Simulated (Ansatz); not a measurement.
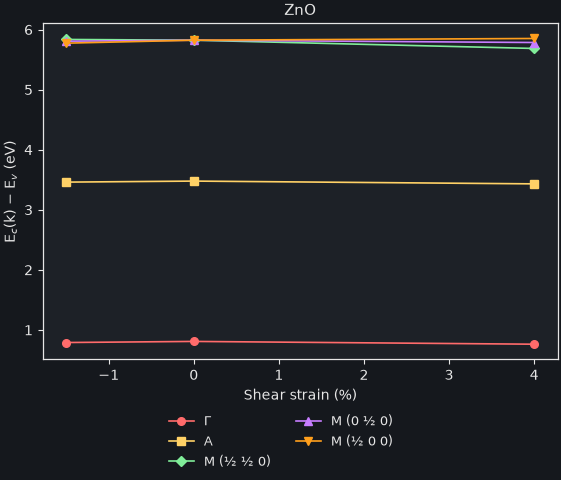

Lowest conduction level at each named k point, counted from the valence-band top at Γ.

System: wurtzite ZnO, space group P6_3mc, 4 atoms in the cell, relaxed with r2SCAN; unstrained, a = 3.235 Å, c = 5.211 Å (hexagonal axes). The cell is sheared in the xy plane (engineering strain), and the atoms are relaxed again with r2SCAN. Points keep the names of the unstrained cell; those that the strain makes unlike carry their reduced coordinates. Level of theory: PBE, Ansatz PAW set, no spin polarisation, no spin-orbit coupling, 12×12×6 k mesh, 420 eV cutoff; code Ansatz 0.2.0.

Q: How does the strain split the M points of the conduction band?

A: Unstrained, the M points are equivalent. At +4 % the lowest conduction level is 5.69 eV at M (½ ½ 0), 5.78 eV at M (0 ½ 0) and 5.85 eV at M (½ 0 0) above the valence top, a splitting of 0.17 eV, or 41 meV for each 1 % of strain on average.

Q: Which of these conduction levels is lowest, and does that change?

A: The lowest is the one at Γ, over the whole range, so among these points the gap stays direct.

The values:
```
strain  Γ (eV)  A (eV)  M (½ ½ 0) (eV)  M (0 ½ 0) (eV)  M (½ 0 0) (eV)
−1.5 %    0.79    3.46            5.84            5.81            5.77
   0 %    0.81    3.48            5.82            5.82            5.82
  +4 %    0.76    3.43            5.69            5.78            5.85
```

The strain splits the twofold valence top at Γ, and levels count from its highest part. LDA, GGA and most meta-GGA functionals understate gaps.
